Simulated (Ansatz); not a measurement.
Run report: GaAs, geometry relaxation (part 1 of 2)

System: GaAs (I4/mmm, 2 atoms in the cell).
Method: DFT PBE, scalar-relativistic, plane waves, PAW, no spin polarisation (Ansatz 0.2.0).

The structure was made by a generator, so it may or may not be a known phase. Figures and captions count atoms from 1; the log counts them from 0 in places.

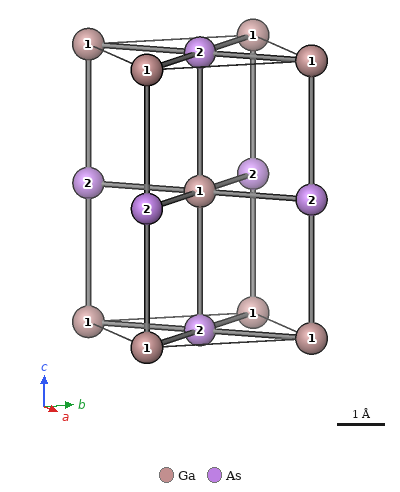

Figure 1. The structure as given in the input (ball-and-stick view of the cell 2 times as large as that of the calculation, set on its symmetry axes, seen slightly off an axis; atoms are numbered from 1 in the order of the input).

Input
```yaml
crystal:
  lattice:
    - [-1.88077396, 1.88077396, 3.02585088]
    - [1.88077396, -1.88077396, 3.02585088]
    - [1.88077396, 1.88077396, -3.02585088]
  atoms:
    - { symbol: Ga, position: [0.0, 0.0, 0.0] }
    - { symbol: As, position: [0.5, 0.5, 0.0] }
basis:
  ecutwfc: 420
kpoints:
  mp_grid: { grid: [20, 20, 20] }
hamiltonian:
  xc: pbe
scf:
  occupations: { method: gaussian, width: 0.1 }
output:
  forces: true
  stress: true
  eigenvalues: true
  write_density: true
  write_potential: true
  elf: true
  volumetric_format: npy
relax:
  adjacent_minimum: "off"
  f_tol: 0.01
  max_steps: 80
  cell: { stress_tol: 0.05 }
```

Run as:
```bash
ansatz run input.yaml --threads 1 --pin off --max-ram 2048MiB --backend cpu --events-out ev --progress --plain --runs-dir out
```

What the program printed
```
Engine: ansatz 0.2.0, x86_64-unknown-linux-gnu
Pseudopotentials: kind: paw
Pseudopotential: Ga, paw, valence charge 13, recommended cutoff 420 eV (normal), Ga.paw.azcp
Pseudopotential: As, paw, valence charge 15, recommended cutoff 420 eV (normal), As.paw.azcp
Functional definition: PBE
  parameter kappa = 0.804
  parameter beta = 0.06672455060314922
  exchange = pbe_x(kappa = kappa, mu = beta*pi^2/3)
  correlation = pbe_c(beta = beta)
Crystal: 2 atoms, lattice volume = 42.813 Å³
Basis set: ecut = 420 eV, 815 PW (Γ), exchange–correlation on 54×54×54 points (8 copies of the dense FFT grid, shifted against one another)
Bands: 18, of which v1, the nominal top of the filled ones, is band 14 counted from 1 (13 counted from 0)
Symmetry: 16 space group operations
Space group: I4/mmm (ITA 139), of the structure as read, at distance tolerance 3.5e-5 Å
k-points: 641 of 8000
Non-local potential: Ga, projectors of the file, l = 0: 2, l = 1: 2, l = 2: 3, l = 3: 1
Non-local potential: As, projectors of the file, l = 0: 2, l = 1: 2, l = 2: 3, l = 3: 1
PAW form: soft (Blöchl's): semilocal exchange-correlation on the pseudo side does not see the compensation charge
PAW one-centre angular grid: Ga, 590 points (default); XC on 64 Gauss nodes
PAW one-centre angular grid: As, 590 points (default); XC on 64 Gauss nodes
Initial density: superposition of atomic densities (neutral atoms: chi_scale 0, normalization atom), corrected by the library's trained network
Initial wavefunctions: pseudopotential atomic-orbital guess
Functional: x = pbe(κ = 0.804, μ = 0.2195149727645171), c = pbe(β = 0.06672455060314922)
SCF iter   1: F=—  HF=-8639.080018 eV  |F-HF|=—  |Δ(HF+E_count)|=         —  Δρ=2.35e-3  dr2=3.90e-3  ethr=1.77e-3  ⟨swp⟩=5.2  Hψ=52232  notcnv=0
preconditioner: auto → Kerker (q_TF=auto, 2.542 Å⁻¹)  [metal: Δε(μ)=0.004 eV  Ē_g=15.027 eV  σ=0.100 eV  W_gap=0.02  n_scr=14 (ndim 8)  ℏωp=24.1 eV  f_vac=0.001  D(μ)=0.97/eV (n_scr^D=8)]
SCF iter   2: F=—  HF=-8639.078846 eV  |F-HF|=—  |Δ(HF+E_count)|=   1.17e-3  Δρ=1.44e-3  dr2=1.30e-3  ethr=1.39e-5  ⟨swp⟩=1.2  Hψ=17022  notcnv=0
SCF iter   3: F=—  HF=-8639.078715 eV  |F-HF|=—  |Δ(HF+E_count)|=   1.31e-4  Δρ=8.17e-4  dr2=2.02e-4  ethr=4.66e-6  ⟨swp⟩=2.0  Hψ=17249  notcnv=0
SCF iter   4: F=—  HF=-8639.078507 eV  |F-HF|=—  |Δ(HF+E_count)|=   2.08e-4  Δρ=2.63e-4  dr2=1.52e-5  ethr=7.22e-7  ⟨swp⟩=2.0  Hψ=17260  notcnv=0
SCF iter   5: F=—  HF=-8639.078507 eV  |F-HF|=—  |Δ(HF+E_count)|=   3.66e-7  Δρ=9.93e-5  dr2=3.59e-6  ethr=5.42e-8  ⟨swp⟩=2.0  Hψ=20440  notcnv=0
SCF iter   6: F=—  HF=-8639.078506 eV  |F-HF|=—  |Δ(HF+E_count)|=   1.37e-6  Δρ=3.52e-5  dr2=6.21e-7  ethr=1.28e-8  ⟨swp⟩=2.0  Hψ=20520  notcnv=0
SCF iter   7: F=—  HF=-8639.078506 eV  |F-HF|=—  |Δ(HF+E_count)|=   1.35e-7  Δρ=2.47e-5  dr2=2.09e-7  ethr=2.22e-9  ⟨swp⟩=2.0  Hψ=20488  notcnv=0
SCF iter   8: F=-8639.078506 eV  HF=-8639.078506 eV  |F-HF|=6.35e-10  |Δ(HF+E_count)|=   3.55e-9  Δρ=2.63e-6  dr2=3.40e-9  ethr=3.57e-10  ⟨swp⟩=8.5  Hψ=75438  notcnv=0
SCF 1 converged in 8 iterations: F = -8639.078506 eV  dr2 = 3.40e-9
  greatest PAW one-centre occupation: 0.999 electrons in one spin orbital (limit 2), on the As atom at site 1 (counted from 0), in its partial waves of l = 2
relax step   1: F+E_penalty+E_count = -8639.07850580 eV  Δ(F+E_penalty+E_count) = +0.000e0 eV  max|allowed force component| = 5.793e-31 eV/Å  Δτ_max = 0.0000 Å  P = -3.405 GPa  Ω = 42.813 Å³  (8 SCF iters, dr2 threshold 1.00e-7 eV, accepted)
Crystal: 2 atoms, lattice volume = 40.313 Å³
Basis set: ecut = 420 eV, 781 PW (Γ), exchange–correlation on 54×54×54 points (8 copies of the dense FFT grid, shifted against one another)
Initial density: handed on by an earlier stage of this run
Initial wavefunctions: those handed on with the density
iter 1 solved again at ethr=5.00e-6 eV; its pass at ethr=3.10e-3 eV (dr2=1.40e-3 eV) is discarded
SCF iter   1: F=—  HF=-8639.162673 eV  |F-HF|=—  |Δ(HF+E_count)|=         —  Δρ=2.13e-3  dr2=1.36e-3  ethr=5.00e-6  ⟨swp⟩=2.0  Hψ=77748  notcnv=0
preconditioner: auto → Kerker (q_TF=auto, 2.567 Å⁻¹)  [metal: Δε(μ)=0.001 eV  Ē_g=15.274 eV  σ=0.100 eV  W_gap=0.01  n_scr=14 (ndim 8)  ℏωp=24.8 eV  f_vac=0.000  D(μ)=0.97/eV (n_scr^D=8)]
SCF iter   2: F=—  HF=-8639.162664 eV  |F-HF|=—  |Δ(HF+E_count)|=   8.86e-6  Δρ=1.34e-3  dr2=6.24e-4  ethr=4.84e-6  ⟨swp⟩=1.0  Hψ=11538  notcnv=0
SCF iter   3: F=—  HF=-8639.162731 eV  |F-HF|=—  |Δ(HF+E_count)|=   6.68e-5  Δρ=1.99e-4  dr2=1.95e-5  ethr=2.23e-6  ⟨swp⟩=2.1  Hψ=16678  notcnv=0
SCF iter   4: F=—  HF=-8639.162729 eV  |F-HF|=—  |Δ(HF+E_count)|=   2.28e-6  Δρ=1.96e-4  dr2=9.66e-6  ethr=6.97e-8  ⟨swp⟩=2.0  Hψ=17534  notcnv=0
SCF iter   5: F=—  HF=-8639.162732 eV  |F-HF|=—  |Δ(HF+E_count)|=   2.66e-6  Δρ=4.25e-5  dr2=9.37e-7  ethr=3.45e-8  ⟨swp⟩=2.0  Hψ=17178  notcnv=0
SCF iter   6: F=-8639.162732 eV  HF=-8639.162732 eV  |F-HF|=2.18e-8  |Δ(HF+E_count)|=   5.84e-7  Δρ=1.56e-5  dr2=1.35e-7  ethr=7.14e-10  ⟨swp⟩=10.3  Hψ=97399  notcnv=0
SCF 2 converged in 6 iterations: F = -8639.162732 eV  dr2 = 1.35e-7
relax step   2: F+E_penalty+E_count = -8639.16273223 eV  Δ(F+E_penalty+E_count) = -8.423e-2 eV  max|allowed force component| = 7.889e-31 eV/Å  Δτ_max = 0.0000 Å  P = -1.047 GPa  Ω = 40.313 Å³  energy of the carried Pulay correction = +5.647e-4 eV  (6 SCF iters, dr2 threshold 2.00e-7 eV, accepted)
Crystal: 2 atoms, lattice volume = 39.105 Å³
Basis set: ecut = 420 eV, 749 PW (Γ), exchange–correlation on 54×54×54 points (8 copies of the dense FFT grid, shifted against one another)
iter 1 solved again at ethr=1.35e-5 eV; its pass at ethr=3.10e-3 eV (dr2=3.77e-3 eV) is discarded
SCF iter   1: F=—  HF=-8639.211606 eV  |F-HF|=—  |Δ(HF+E_count)|=         —  Δρ=2.90e-3  dr2=3.80e-3  ethr=1.35e-5  ⟨swp⟩=1.8  Hψ=89897  notcnv=0
preconditioner: auto → Kerker (q_TF=auto, 2.581 Å⁻¹)  [metal: Δε(μ)=0.004 eV  Ē_g=15.409 eV  σ=0.100 eV  W_gap=0.02  n_scr=14 (ndim 8)  ℏωp=25.2 eV  f_vac=0.000  D(μ)=0.94/eV (n_scr^D=8)]
SCF iter   2: F=—  HF=-8639.211066 eV  |F-HF|=—  |Δ(HF+E_count)|=   5.39e-4  Δρ=1.92e-3  dr2=1.77e-3  ethr=1.35e-5  ⟨swp⟩=1.0  Hψ=11538  notcnv=0
SCF iter   3: F=—  HF=-8639.210649 eV  |F-HF|=—  |Δ(HF+E_count)|=   4.18e-4  Δρ=2.51e-4  dr2=1.76e-5  ethr=6.32e-6  ⟨swp⟩=2.0  Hψ=15603  notcnv=0
SCF iter   4: F=—  HF=-8639.210636 eV  |F-HF|=—  |Δ(HF+E_count)|=   1.28e-5  Δρ=2.15e-4  dr2=1.07e-5  ethr=6.29e-8  ⟨swp⟩=3.0  Hψ=22521  notcnv=0
SCF iter   5: F=—  HF=-8639.210640 eV  |F-HF|=—  |Δ(HF+E_count)|=   3.80e-6  Δρ=5.54e-5  dr2=1.57e-6  ethr=3.83e-8  ⟨swp⟩=2.0  Hψ=17297  notcnv=0
SCF iter   6: F=-8639.210640 eV  HF=-8639.210640 eV  |F-HF|=2.37e-8  |Δ(HF+E_count)|=   3.49e-7  Δρ=2.10e-5  dr2=1.89e-7  ethr=7.14e-10  ⟨swp⟩=9.9  Hψ=109635  notcnv=0
SCF 3 converged in 6 iterations: F = -8639.210640 eV  dr2 = 1.89e-7
relax step   3: F+E_penalty+E_count = -8639.21064000 eV  Δ(F+E_penalty+E_count) = -4.791e-2 eV  max|allowed force component| = 1.183e-30 eV/Å  Δτ_max = 0.0000 Å  P = +0.169 GPa  Ω = 39.105 Å³  energy of the carried Pulay correction = +8.645e-4 eV  (6 SCF iters, dr2 threshold 2.00e-7 eV, accepted)
Crystal: 2 atoms, lattice volume = 39.028 Å³
iter 1 solved again at ethr=2.86e-6 eV; its pass at ethr=3.10e-3 eV (dr2=8.00e-4 eV) is discarded
SCF iter   1: F=—  HF=-8639.213405 eV  |F-HF|=—  |Δ(HF+E_count)|=         —  Δρ=1.32e-3  dr2=8.24e-4  ethr=2.86e-6  ⟨swp⟩=2.9  Hψ=87137  notcnv=0
preconditioner: auto → Kerker (q_TF=auto, 2.581 Å⁻¹)  [metal: Δε(μ)=0.001 eV  Ē_g=15.407 eV  σ=0.100 eV  W_gap=0.01  n_scr=14 (ndim 8)  ℏωp=25.2 eV  f_vac=0.000  D(μ)=1.05/eV (n_scr^D=8)]
SCF iter   2: F=—  HF=-8639.213271 eV  |F-HF|=—  |Δ(HF+E_count)|=   1.34e-4  Δρ=8.82e-4  dr2=3.86e-4  ethr=2.86e-6  ⟨swp⟩=1.0  Hψ=11538  notcnv=0
SCF iter   3: F=—  HF=-8639.213156 eV  |F-HF|=—  |Δ(HF+E_count)|=   1.15e-4  Δρ=1.11e-4  dr2=2.73e-6  ethr=1.38e-6  ⟨swp⟩=2.0  Hψ=14126  notcnv=0
SCF iter   4: F=—  HF=-8639.213157 eV  |F-HF|=—  |Δ(HF+E_count)|=   1.34e-6  Δρ=5.85e-5  dr2=8.25e-7  ethr=7.14e-10  ⟨swp⟩=14.7  Hψ=135520  notcnv=0
SCF iter   5: F=—  HF=-8639.213157 eV  |F-HF|=—  |Δ(HF+E_count)|=   5.63e-7  Δρ=2.16e-5  dr2=2.08e-7  ethr=2.95e-9  ⟨swp⟩=4.0  Hψ=24408  notcnv=0
SCF iter   6: F=-8639.213157 eV  HF=-8639.213157 eV  |F-HF|=1.15e-9  |Δ(HF+E_count)|=   3.44e-9  Δρ=6.05e-6  dr2=1.47e-8  ethr=7.14e-10  ⟨swp⟩=10.8  Hψ=100216  notcnv=0
SCF 4 converged in 6 iterations: F = -8639.213157 eV  dr2 = 1.47e-8
relax step   4: F+E_penalty+E_count = -8639.21315668 eV  Δ(F+E_penalty+E_count) = -2.517e-3 eV  max|allowed force component| = 9.861e-31 eV/Å  Δτ_max = 0.0000 Å  P = +0.259 GPa  Ω = 39.028 Å³  energy of the carried Pulay correction = +8.920e-4 eV  (6 SCF iters, dr2 threshold 2.00e-7 eV, accepted)
Crystal: 2 atoms, lattice volume = 39.187 Å³
iter 1 solved again at ethr=1.20e-7 eV; its pass at ethr=3.10e-3 eV (dr2=3.36e-5 eV) is discarded
SCF iter   1: F=—  HF=-8639.213553 eV  |F-HF|=—  |Δ(HF+E_count)|=         —  Δρ=3.16e-4  dr2=4.43e-5  ethr=1.20e-7  ⟨swp⟩=3.8  Hψ=82059  notcnv=0
preconditioner: auto → Kerker (q_TF=auto, 2.580 Å⁻¹)  [metal: Δε(μ)=0.003 eV  Ē_g=15.385 eV  σ=0.100 eV  W_gap=0.02  n_scr=14 (ndim 8)  ℏωp=25.2 eV  f_vac=0.000  D(μ)=1.07/eV (n_scr^D=8)]
SCF iter   2: F=—  HF=-8639.213547 eV  |F-HF|=—  |Δ(HF+E_count)|=   5.95e-6  Δρ=2.09e-4  dr2=2.04e-5  ethr=1.20e-7  ⟨swp⟩=1.0  Hψ=11538  notcnv=0
SCF iter   3: F=—  HF=-8639.213543 eV  |F-HF|=—  |Δ(HF+E_count)|=   4.62e-6  Δρ=2.60e-5  dr2=1.95e-7  ethr=7.14e-10  ⟨swp⟩=11.9  Hψ=119918  notcnv=0
SCF iter   4: F=-8639.213543 eV  HF=-8639.213543 eV  |F-HF|=1.20e-8  |Δ(HF+E_count)|=   5.27e-8  Δρ=1.81e-5  dr2=8.10e-8  ethr=6.98e-10  ⟨swp⟩=11.5  Hψ=104367  notcnv=0
SCF 5 converged in 4 iterations: F = -8639.213543 eV  dr2 = 8.10e-8
  Residual-converged pass: ⟨swp⟩=1.1  Hψ=14164  notcnv=0  max |occ|·‖R‖ = 7.1e-9 eV (tolerance 1.0e-8 eV)  dr2=8.10e-8  dr2_onsite=3.04e-8  max |Δocc| = 6.1e-10
relax step   5: F+E_penalty+E_count = -8639.21354262 eV  Δ(F+E_penalty+E_count) = -3.859e-4 eV  max|allowed force component| = 5.818e-30 eV/Å  Δτ_max = 0.0000 Å  P = -0.033 GPa  Ω = 39.187 Å³  energy of the carried Pulay correction = +8.533e-4 eV  (4 SCF iters, dr2 threshold 2.00e-7 eV, accepted)
Initial wavefunctions: pseudopotential atomic-orbital guess (no wavefunctions were taken with the density)
iter 1 solved again at ethr=2.86e-8 eV; its pass at ethr=3.10e-3 eV (dr2=8.02e-6 eV) is discarded
SCF iter   1: F=—  HF=-8639.212644 eV  |F-HF|=—  |Δ(HF+E_count)|=         —  Δρ=2.68e-4  dr2=1.95e-6  ethr=2.86e-8  ⟨swp⟩=2.9  Hψ=78825  notcnv=0
preconditioner: auto → Kerker (q_TF=auto, 2.580 Å⁻¹)  [metal: Δε(μ)=0.005 eV  Ē_g=15.385 eV  σ=0.100 eV  W_gap=0.03  n_scr=14 (ndim 8)  ℏωp=25.2 eV  f_vac=0.000  D(μ)=1.07/eV (n_scr^D=8)]
SCF iter   2: F=—  HF=-8639.212775 eV  |F-HF|=—  |Δ(HF+E_count)|=   1.31e-4  Δρ=1.63e-4  dr2=2.11e-6  ethr=6.96e-9  ⟨swp⟩=2.0  Hψ=19710  notcnv=0
SCF iter   3: F=—  HF=-8639.212816 eV  |F-HF|=—  |Δ(HF+E_count)|=   4.14e-5  Δρ=4.85e-5  dr2=1.91e-7  ethr=6.96e-9  ⟨swp⟩=2.0  Hψ=16346  notcnv=0
SCF iter   4: F=—  HF=-8639.212820 eV  |F-HF|=—  |Δ(HF+E_count)|=   3.90e-6  Δρ=8.91e-6  dr2=1.98e-8  ethr=6.83e-10  ⟨swp⟩=2.0  Hψ=17151  notcnv=0
SCF iter   5: F=—  HF=-8639.212820 eV  |F-HF|=—  |Δ(HF+E_count)|=   1.11e-7  Δρ=3.53e-6  dr2=4.75e-9  ethr=7.07e-11  ⟨swp⟩=2.0  Hψ=20449  notcnv=0
SCF iter   6: F=—  HF=-8639.212820 eV  |F-HF|=—  |Δ(HF+E_count)|=  1.98e-10  Δρ=1.82e-6  dr2=7.18e-10  ethr=1.70e-11  ⟨swp⟩=2.0  Hψ=20521  notcnv=0
SCF iter   7: F=—  HF=-8639.212820 eV  |F-HF|=—  |Δ(HF+E_count)|=   5.39e-9  Δρ=3.57e-7  dr2=4.59e-11  ethr=2.56e-12  ⟨swp⟩=2.0  Hψ=13637  notcnv=0
SCF iter   8: F=-8639.212820 eV  HF=-8639.212820 eV  |F-HF|=1.82e-12  |Δ(HF+E_count)|=  9.09e-11  Δρ=6.15e-8  dr2=1.45e-12  ethr=1.00e-12  ⟨swp⟩=5.0  Hψ=48850  notcnv=0
SCF 6 converged in 8 iterations: F = -8639.212820 eV  dr2 = 1.45e-12
relax step   6: F+E_penalty+E_count = -8639.21282004 eV  Δ(F+E_penalty+E_count) = +7.226e-4 eV  max|allowed force component| = 7.889e-31 eV/Å  Δτ_max = 0.0000 Å  P = -0.037 GPa  Ω = 39.187 Å³  stress off target by 4.64e-2 GPa  SCF on the basis re-selected at this cell (its energy is not comparable with the rows above)  (8 SCF iters)
```

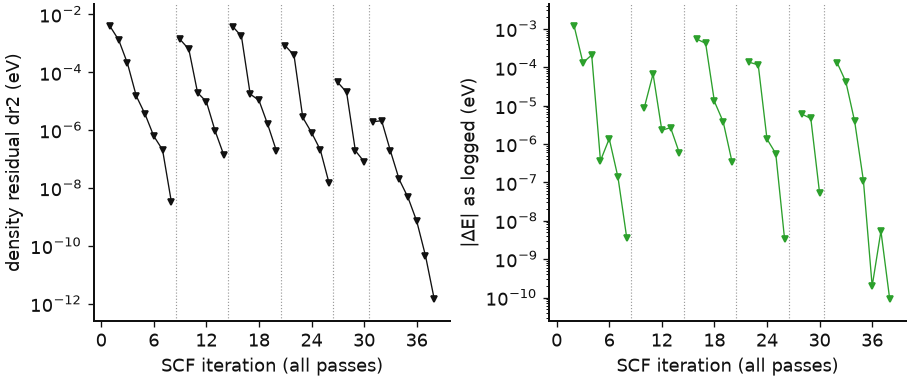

Figure 2. Convergence of the self-consistent field: density residual dr2 and size of the energy change against the SCF iteration. The dotted lines part the SCF passes of the relaxation: geometry steps, rejected trials and re-solves on a re-selected basis. The 6 passes take 4 to 8 iterations each, 38 in all.
